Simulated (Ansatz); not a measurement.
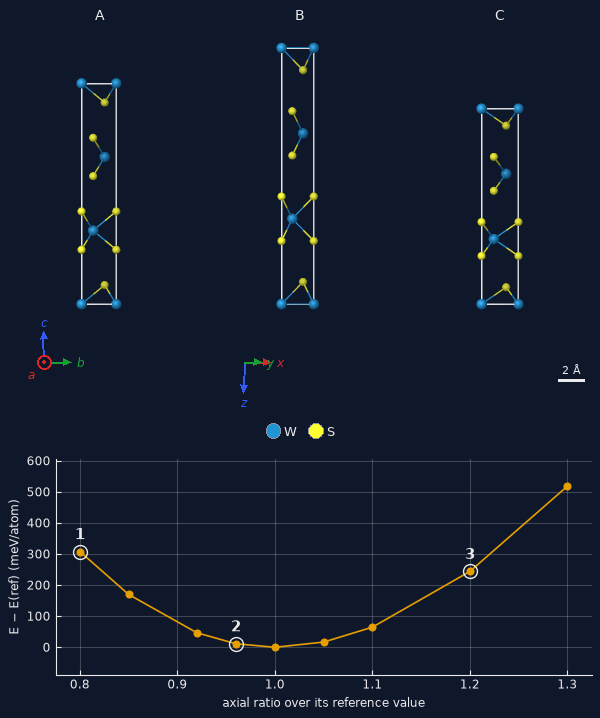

A scan of a crystal of WS$_{2}$ (R3m): the ratio of the cell's length along z to its lengths across, counted as 1 for the reference, is changed at fixed volume (a c/a path), with the atoms kept at their fractional coordinates. x, y and z are the Cartesian axes of the input. The frames are shuffled; the numbered points of the plot belong to them. The picture is a ball-and-stick view of the conventional cell (3 times the calculation's cell), seen along the a axis. Lengths and directions refer to the drawn axes.

Method: DFT PBE+D3(BJ), scalar-relativistic, plane waves, PAW (Ansatz 0.2.0). Settings: plane-wave cutoff 420 eV; k-point mesh 12 × 12 × 12; occupations gaussian; smearing width 0.05 eV; no spin polarisation. Energies (free energies at the smearing named) are counted from the relaxed crystal.

**Match the frames to the points.**

Point 1 is frame C (the relative ratio 0.80, 308 meV/atom); 2 is frame A (the relative ratio 0.96, 11 meV/atom); 3 is frame B (the relative ratio 1.20, 244 meV/atom). The lowest computed point lies at the relative ratio 1.00 (0 meV/atom). The end points stand at 308 meV/atom (0.80) and 518 meV/atom (1.30). The distortion keeps the space group R3m. At the relative ratio 1.30 the cell of the drawing goes a 3.157 → 2.893 Å, b 3.157 → 2.893 Å, c 18.118 → 21.581 Å. The band gap on the mesh, 0.91 eV in the reference, closes at 0.80, 0.85, 1.30.
